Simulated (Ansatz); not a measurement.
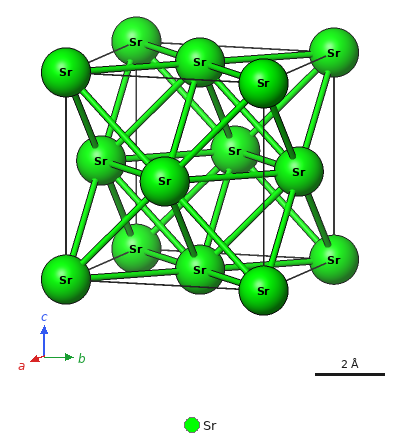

Figure 1. The input geometry (ball-and-stick view of the cell 4 times as large as that of the calculation, set on its symmetry axes, seen slightly off an axis). An atom can appear more than once, as a periodic image. Near neighbours in the periodic cell (some may lie outside the picture): Sr has 12 Sr at 4.30 Å.

**Geometry relaxation of Sr**

Sr (1 atom in the cell), computed with DFT PBEsol, scalar-relativistic, plane waves, PAW, no spin polarisation (Ansatz 0.2.0).

The structure derives from an entry of the Crystallography Open Database.

What the program printed
```
Engine: ansatz 0.2.0, aarch64-unknown-linux-gnu
Pseudopotentials: kind: paw
Pseudopotential: Sr, paw, valence charge 10, recommended cutoff 420 eV (normal), Sr.paw.azcp
Functional definition: PBEsol
  exchange = pbesol_x
  correlation = pbesol_c
Crystal: 1 atoms, lattice volume = 56.319 Å³
Basis set: ecut = 420 eV, 1067 PW (Γ), exchange–correlation on 60×60×60 points (8 copies of the dense FFT grid, shifted against one another)
Bands: 9, of which v1, the nominal top of the filled ones, is band 5 counted from 1 (4 counted from 0)
Symmetry: 48 space group operations
Space group: Fm-3m (ITA 225), of the structure as read, at distance tolerance 3.8e-5 Å
k-points: 47 of 1000
Non-local potential: Sr, projectors of the file, l = 0: 3, l = 1: 2, l = 2: 2
PAW form: soft (Blöchl's): semilocal exchange-correlation on the pseudo side does not see the compensation charge
PAW frozen core: Sr, regenerated for the run's functional, and the local potential with it (the file was generated under x = pbe(κ = 0.804, μ = 0.2195149727645171), c = pbe(β = 0.06672455060314922))
PAW one-centre angular grid: Sr, 110 points (default); XC on 64 Gauss nodes
Initial density: superposition of atomic densities (neutral atoms: chi_scale 0, normalization atom), corrected by the library's trained network
Initial wavefunctions: pseudopotential atomic-orbital guess
Functional: x = pbesol(κ = 0.804, μ = 0.12345679012345678), c = pbesol(β = 0.046)
SCF iter   1: F=—  HF=-3492.197248 eV  |F-HF|=—  |Δ(HF+E_count)|=         —  Δρ=1.23e-3  dr2=5.30e-4  ethr=1.77e-3  ⟨swp⟩=7.7  Hψ=3885  notcnv=0
preconditioner: auto → none  [insulator: Δε(μ)=0.012 eV  Ē_g=3.450 eV  σ=0.010 eV  W_gap=0.58  n_scr=8 (ndim 8)  ℏωp=7.0 eV  f_vac=0.000  D(μ)=5.25/eV (n_scr^D=58)  ε∞_Penn≈5.1]
SCF iter   2: F=—  HF=-3492.197721 eV  |F-HF|=—  |Δ(HF+E_count)|=   4.73e-4  Δρ=4.24e-4  dr2=6.09e-5  ethr=5.30e-6  ⟨swp⟩=3.6  Hψ=1447  notcnv=0
SCF iter   3: F=—  HF=-3492.197760 eV  |F-HF|=—  |Δ(HF+E_count)|=   3.88e-5  Δρ=1.32e-4  dr2=5.74e-6  ethr=6.09e-7  ⟨swp⟩=1.2  Hψ=454  notcnv=0
iter 4 did not close the SCF: its close was put off for the readings that it lacked (scf_convergence_deferred on its scf_iter line)
SCF iter   4: F=-3492.197762 eV  HF=-3492.197762 eV  |F-HF|=1.54e-8  |Δ(HF+E_count)|=   2.12e-6  Δρ=1.27e-5  dr2=5.68e-8  ethr=5.74e-8  ⟨swp⟩=1.4  Hψ=472  notcnv=0
iter 5 did not close the SCF: its close was put off for the readings that it lacked (scf_convergence_deferred on its scf_iter line)
SCF iter   5: F=-3492.197762 eV  HF=-3492.197762 eV  |F-HF|=1.78e-9  |Δ(HF+E_count)|=   2.24e-8  Δρ=3.59e-6  dr2=4.53e-9  ethr=5.68e-10  ⟨swp⟩=2.3  Hψ=638  notcnv=0
SCF iter   6: F=-3492.197762 eV  HF=-3492.197762 eV  |F-HF|=1.00e-10  |Δ(HF+E_count)|=  7.53e-10  Δρ=5.56e-7  dr2=1.43e-10  ethr=4.53e-11  ⟨swp⟩=2.5  Hψ=1508  notcnv=0
SCF 1 converged in 6 iterations: F = -3492.197762 eV  dr2 = 1.43e-10
  greatest PAW one-centre occupation: 0.988 electrons in one spin orbital (limit 2), on the Sr atom at site 0 (counted from 0), in its partial waves of l = 0
relax step   1: F+E_penalty+E_count = -3492.19776182 eV  Δ(F+E_penalty+E_count) = +0.000e0 eV  max|allowed force component| = 0.000e0 eV/Å  Δτ_max = 0.0000 Å  P = -0.939 GPa  Ω = 56.319 Å³  (6 SCF iters, dr2 threshold 1.00e-7 eV, accepted)
Crystal: 1 atoms, lattice volume = 54.851 Å³
Initial density: handed on by an earlier stage of this run
Initial wavefunctions: those handed on with the density
iter 1 solved again at ethr=4.69e-7 eV; its pass at ethr=3.10e-3 eV (dr2=4.69e-5 eV) is discarded
SCF iter   1: F=—  HF=-3492.205298 eV  |F-HF|=—  |Δ(HF+E_count)|=         —  Δρ=2.83e-4  dr2=4.87e-5  ethr=4.69e-7  ⟨swp⟩=3.0  Hψ=4428  notcnv=0
preconditioner: auto → none  [insulator: Δε(μ)=0.031 eV  Ē_g=3.490 eV  σ=0.010 eV  W_gap=0.97  n_scr=8 (ndim 8)  ℏωp=7.1 eV  f_vac=0.000  D(μ)=0.57/eV (n_scr^D=0)  ε∞_Penn≈5.1]
SCF iter   2: F=—  HF=-3492.205300 eV  |F-HF|=—  |Δ(HF+E_count)|=   2.80e-6  Δρ=1.37e-4  dr2=1.19e-5  ethr=4.69e-7  ⟨swp⟩=1.0  Hψ=423  notcnv=0
SCF iter   3: F=-3492.205302 eV  HF=-3492.205302 eV  |F-HF|=1.88e-9  |Δ(HF+E_count)|=   1.51e-6  Δρ=6.20e-6  dr2=1.27e-8  ethr=1.00e-9  ⟨swp⟩=5.2  Hψ=2029  notcnv=0
SCF 2 converged in 3 iterations: F = -3492.205302 eV  dr2 = 1.27e-8
relax step   2: F+E_penalty+E_count = -3492.20530185 eV  Δ(F+E_penalty+E_count) = -7.540e-3 eV  max|allowed force component| = 0.000e0 eV/Å  Δτ_max = 0.0000 Å  P = -0.691 GPa  Ω = 54.851 Å³  energy of the carried Pulay correction = +1.810e-5 eV  (3 SCF iters, dr2 threshold 1.00e-7 eV, accepted)
Crystal: 1 atoms, lattice volume = 51.141 Å³
Basis set: ecut = 420 eV, 965 PW (Γ), exchange–correlation on 60×60×60 points (8 copies of the dense FFT grid, shifted against one another)
iter 1 solved again at ethr=3.82e-6 eV; its pass at ethr=3.10e-3 eV (dr2=3.82e-4 eV) is discarded
SCF iter   1: F=—  HF=-3492.212051 eV  |F-HF|=—  |Δ(HF+E_count)|=         —  Δρ=7.85e-4  dr2=3.66e-4  ethr=3.82e-6  ⟨swp⟩=2.7  Hψ=4589  notcnv=0
preconditioner: auto → none  [insulator: Δε(μ)=0.013 eV  Ē_g=3.608 eV  σ=0.010 eV  W_gap=0.64  n_scr=8 (ndim 8)  ℏωp=7.3 eV  f_vac=0.000  D(μ)=3.57/eV (n_scr^D=50)  ε∞_Penn≈5.1]
SCF iter   2: F=—  HF=-3492.212057 eV  |F-HF|=—  |Δ(HF+E_count)|=   5.78e-6  Δρ=3.54e-4  dr2=8.06e-5  ethr=3.66e-6  ⟨swp⟩=1.0  Hψ=423  notcnv=0
SCF iter   3: F=—  HF=-3492.212069 eV  |F-HF|=—  |Δ(HF+E_count)|=   1.20e-5  Δρ=4.05e-5  dr2=7.11e-7  ethr=8.06e-7  ⟨swp⟩=1.0  Hψ=423  notcnv=0
SCF iter   4: F=-3492.212069 eV  HF=-3492.212069 eV  |F-HF|=2.24e-9  |Δ(HF+E_count)|=   1.21e-7  Δρ=7.55e-6  dr2=7.85e-9  ethr=1.00e-9  ⟨swp⟩=7.5  Hψ=2536  notcnv=0
SCF 3 converged in 4 iterations: F = -3492.212069 eV  dr2 = 7.85e-9
relax step   3: F+E_penalty+E_count = -3492.21206875 eV  Δ(F+E_penalty+E_count) = -6.767e-3 eV  max|allowed force component| = 0.000e0 eV/Å  Δτ_max = 0.0000 Å  P = +0.148 GPa  Ω = 51.141 Å³  energy of the carried Pulay correction = +6.607e-5 eV  (4 SCF iters, dr2 threshold 1.00e-7 eV, accepted)
Crystal: 1 atoms, lattice volume = 51.759 Å³
iter 1 solved again at ethr=2.28e-7 eV; its pass at ethr=3.10e-3 eV (dr2=2.28e-5 eV) is discarded
SCF iter   1: F=—  HF=-3492.212333 eV  |F-HF|=—  |Δ(HF+E_count)|=         —  Δρ=1.66e-4  dr2=1.91e-5  ethr=2.28e-7  ⟨swp⟩=3.1  Hψ=4189  notcnv=0
preconditioner: auto → none  [insulator: Δε(μ)=0.019 eV  Ē_g=3.586 eV  σ=0.010 eV  W_gap=0.83  n_scr=8 (ndim 8)  ℏωp=7.3 eV  f_vac=0.000  D(μ)=2.15/eV (n_scr^D=14)  ε∞_Penn≈5.1]
SCF iter   2: F=—  HF=-3492.212333 eV  |F-HF|=—  |Δ(HF+E_count)|=  3.00e-10  Δρ=7.53e-5  dr2=4.16e-6  ethr=1.91e-7  ⟨swp⟩=1.0  Hψ=423  notcnv=0
SCF iter   3: F=-3492.212334 eV  HF=-3492.212334 eV  |F-HF|=2.24e-9  |Δ(HF+E_count)|=   1.97e-7  Δρ=6.10e-6  dr2=1.66e-8  ethr=5.49e-10  ⟨swp⟩=4.8  Hψ=1787  notcnv=0
SCF 4 converged in 3 iterations: F = -3492.212334 eV  dr2 = 1.66e-8
relax step   4: F+E_penalty+E_count = -3492.21233363 eV  Δ(F+E_penalty+E_count) = -2.649e-4 eV  max|allowed force component| = 0.000e0 eV/Å  Δτ_max = 0.0000 Å  P = -0.006 GPa  Ω = 51.759 Å³  energy of the carried Pulay correction = +5.784e-5 eV  (3 SCF iters, dr2 threshold 5.49e-8 eV, accepted)
Initial wavefunctions: pseudopotential atomic-orbital guess (no wavefunctions were taken with the density)
iter 1 solved again at ethr=1.05e-7 eV; its pass at ethr=3.10e-3 eV (dr2=1.05e-5 eV) is discarded
SCF iter   1: F=—  HF=-3492.212282 eV  |F-HF|=—  |Δ(HF+E_count)|=         —  Δρ=3.24e-5  dr2=9.36e-8  ethr=1.05e-7  ⟨swp⟩=4.5  Hψ=5561  notcnv=0
preconditioner: auto → none  [insulator: Δε(μ)=0.019 eV  Ē_g=3.586 eV  σ=0.010 eV  W_gap=0.83  n_scr=8 (ndim 8)  ℏωp=7.3 eV  f_vac=0.000  D(μ)=2.16/eV (n_scr^D=14)  ε∞_Penn≈5.1]
SCF iter   2: F=—  HF=-3492.212284 eV  |F-HF|=—  |Δ(HF+E_count)|=   2.12e-6  Δρ=1.53e-5  dr2=1.51e-8  ethr=9.36e-10  ⟨swp⟩=2.3  Hψ=652  notcnv=0
SCF iter   3: F=—  HF=-3492.212284 eV  |F-HF|=—  |Δ(HF+E_count)|=   2.79e-8  Δρ=2.05e-6  dr2=2.53e-10  ethr=1.51e-10  ⟨swp⟩=2.9  Hψ=658  notcnv=0
SCF iter   4: F=-3492.212284 eV  HF=-3492.212284 eV  |F-HF|=1.82e-12  |Δ(HF+E_count)|=  8.05e-10  Δρ=1.36e-7  dr2=2.45e-12  ethr=1.00e-12  ⟨swp⟩=5.0  Hψ=2034  notcnv=0
SCF 5 converged in 4 iterations: F = -3492.212284 eV  dr2 = 2.45e-12
relax step   5: F+E_penalty+E_count = -3492.21228383 eV  Δ(F+E_penalty+E_count) = +4.980e-5 eV  max|allowed force component| = 0.000e0 eV/Å  Δτ_max = 0.0000 Å  P = -0.006 GPa  Ω = 51.759 Å³  stress off target by 6.49e-3 GPa  SCF on the basis re-selected at this cell (its energy is not comparable with the rows above)  (4 SCF iters)
```

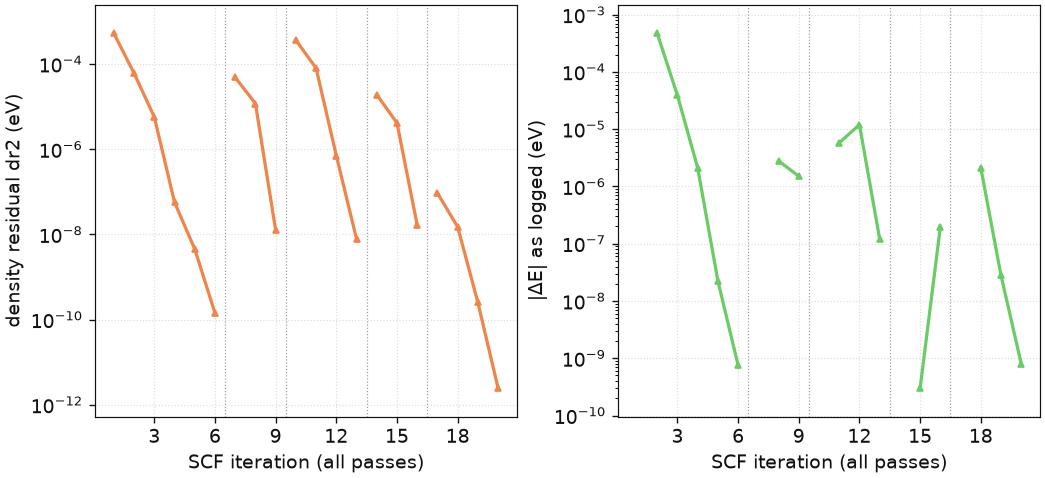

Figure 2. Convergence of the self-consistent field: density residual dr2 and size of the energy change against the SCF iteration. The dotted lines part the SCF passes of the relaxation: geometry steps, rejected trials and re-solves on a re-selected basis. The 5 passes take 3 to 6 iterations each, 20 in all.

```
basis re-selected at this cell: Δ(F+E_penalty+E_count) = +4.980e-5 eV, ΔP = -0.000 GPa vs the last step (what re-selecting the basis moved, of the pressure what is left beyond the Pulay correction that the steps carried, after the strain that the cell walked since its last selection, with what the two solves' SCF thresholds leave and, on support functions, any second-order correction that the steps lacked; it is no measure of the basis error at this ecutwfc). This SCF's stress stands 6.49e-3 GPa from its target on what of the cell is left free (relax.cell.stress_tol is 5.00e-2 GPa) and its largest allowed force component is 0.00e0 eV/Å (relax.f_tol is 5.00e-3 eV/Å): within both
SCF converged after 4 iterations
Free energy (F): -3492.212284 eV
Harris-Foulkes:  -3492.212284 eV  (|F-HF|=1.82e-12)
Internal energy: -3492.212176 eV  (E = F + TS)
E sigma→0 (E₀):  -3492.212230 eV
Entropy (-TS):   -0.000108 eV (-0.108 meV/atom)
Fermi energy:    5.427544 eV
--- Per-component energies (eV) ---
  E_band       = -131.522511
  E_kinetic    = 241.795215
  E_local      = -755.411372  (includes V_loc(G=0)·N_el)
  E_nonlocal   = 204.324858
  E_hartree    = 189.142173
  E_xc         = -169.620824
  E_vxc        = -158.802609  (∫ρ·V_xc dr)
  E_paw        = -2644.579721  (= ΣΔE_a)
  E_vpaw       = -41.712950  (= ΣTr[D̂ρ^β])
  E_aug_tail   = -0.000001  (compensation charges beyond the density's cutoff)
  E_ewald      = -557.996851
  E_core_change = 0.134347  (= ΣΔE_core)
  E_smearing   = -0.000108  (= −TS)
  E_closure    = 0.000000  (closes the sum)
  Σ components = -3492.212284   (vs F -3492.212284, Δ=0.00e0)
--- Forces (eV/Å), atoms counted from 1 ---
  atom   1  Sr     0.00000000     0.00000000     0.00000000
  max |Σ_I F_I| component: 4.93e-32 eV/Å
--- Stress (GPa, compression-positive) ---
       -0.006490       0.000000       0.000000
        0.000000      -0.006490       0.000000
        0.000000       0.000000      -0.006490
  P = ⅓ Tr σ = -0.0065 GPa (-0.065 kbar)
--- Band table (eV; the first three rows and the last of 47) ---
  k-point 0: bands = ["-30.9884", "-12.8772", "-12.8772", "-12.8772", "1.6596", "7.8143", "7.8143", "7.8143", "9.3907"]
  k-point 1: bands = ["-30.9866", "-12.9016", "-12.8804", "-12.8804", "1.8303", "7.5537", "7.8927", "7.8927", "9.2842"]
  k-point 2: bands = ["-30.9819", "-12.9646", "-12.8888", "-12.8888", "2.3158", "6.9916", "8.0008", "8.0008", "9.2083"]
  k-point 46: bands = ["-30.9633", "-13.0605", "-13.0164", "-12.9690", "5.3402", "5.9431", "6.2110", "7.9854", "10.8527"]
--- Relaxed structure (4 steps of the walk, 4 accepted, 1 SCFs on fresh bases) ---
  F+E_penalty+E_count = -3492.21228383 eV   max|allowed force component| = 0.000e0 eV/Å   (the final SCF, on the basis selected at the relaxed cell)
  cell:  # Å, volume = 51.7594 Å³
    - [3.694144723849303e-34, 2.957919397786162, 2.957919397786162]
    - [2.957919397786162, -8.260075756451833e-35, 2.957919397786162]
    - [2.957919397786162, 2.957919397786162, 1.5606567230443096e-33]
  atoms:
    - { symbol: Sr, position: [0.0, 0.0, 0.0] }
```

Trajectory as extended XYZ (Å, eV, eV/Å), 5 frames, from step=1 to step=5
```
1
Lattice="0.0000 3.0423 3.0423 3.0423 0.0000 3.0423 3.0423 3.0423 0.0000" Properties=species:S:1:pos:R:3:forces:R:3 step=1 energy=-3492.19776 pressure_GPa=-0.94
Sr    0.0000    0.0000    0.0000    0.0000   0.0000   0.0000
1
Lattice="0.0000 3.0157 3.0157 3.0157 0.0000 3.0157 3.0157 3.0157 0.0000" Properties=species:S:1:pos:R:3:forces:R:3 step=2 energy=-3492.20530 pressure_GPa=-0.69
Sr    0.0000    0.0000    0.0000    0.0000   0.0000   0.0000
1
Lattice="0.0000 2.9461 2.9461 2.9461 0.0000 2.9461 2.9461 2.9461 0.0000" Properties=species:S:1:pos:R:3:forces:R:3 step=3 energy=-3492.21207 pressure_GPa=0.15
Sr    0.0000    0.0000    0.0000    0.0000   0.0000   0.0000
1
Lattice="0.0000 2.9579 2.9579 2.9579 0.0000 2.9579 2.9579 2.9579 0.0000" Properties=species:S:1:pos:R:3:forces:R:3 step=4 energy=-3492.21233 pressure_GPa=-0.01
Sr    0.0000    0.0000    0.0000    0.0000   0.0000   0.0000
1
Lattice="0.0000 2.9579 2.9579 2.9579 0.0000 2.9579 2.9579 2.9579 0.0000" Properties=species:S:1:pos:R:3:forces:R:3 step=5 energy=-3492.21228 pressure_GPa=-0.01
Sr    0.0000    0.0000    0.0000    0.0000   0.0000   0.0000
```

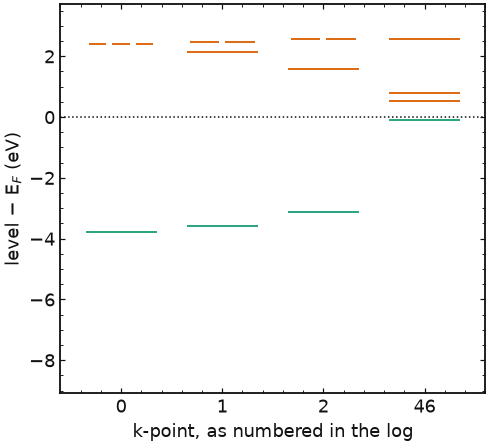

Figure 3. Kohn–Sham levels near the Fermi level (dotted) at the few k-points that the log prints; levels within 0.02 eV of each other stand side by side. The system is metallic on the full mesh.

The run was set up as follows.

Input
```yaml
crystal:
  lattice:
    - [0.0, 3.04235, 3.04235]
    - [3.04235, 0.0, 3.04235]
    - [3.04235, 3.04235, 0.0]
  atoms:
    - { symbol: Sr, position: [0.0, 0.0, 0.0] }
basis:
  ecutwfc: 420
kpoints:
  mp_grid: { grid: [10, 10, 10] }
hamiltonian:
  xc: pbesol
scf:
  occupations: { method: gaussian, width: 0.01 }
output:
  forces: true
  stress: true
  eigenvalues: true
relax:
  adjacent_minimum: "off"
  f_tol: 0.005
  max_steps: 80
  cell: { stress_tol: 0.05 }
```

Run as:
```bash
ansatz run input.yaml --threads 1 --pin off --max-ram 2560MiB --backend cpu --events-out ev --progress --plain --runs-dir out
```

Results in brief

- outcome: converged
- space group (tolerance 0.01 Å): Fm-3m (225)
- electrons treated: 10
- free energy: −3492.2123 eV
- Fermi energy: 5.428 eV
- gap on the k-point mesh: none (metallic)
- pressure: −0.01 GPa
- final volume: 51.76 Å³
- largest force (length of the vector) at the end: under 0.001 eV/Å
- final cell: a = 4.183 Å, b = 4.183 Å, c = 4.183 Å, α = 60.00°, β = 60.00°, γ = 60.00°
- hardware: 1 thread of Arm Neoverse V1, 24 GiB of memory available, shared host
- wall time: 7.4 s
- peak memory: 0.3 GiB
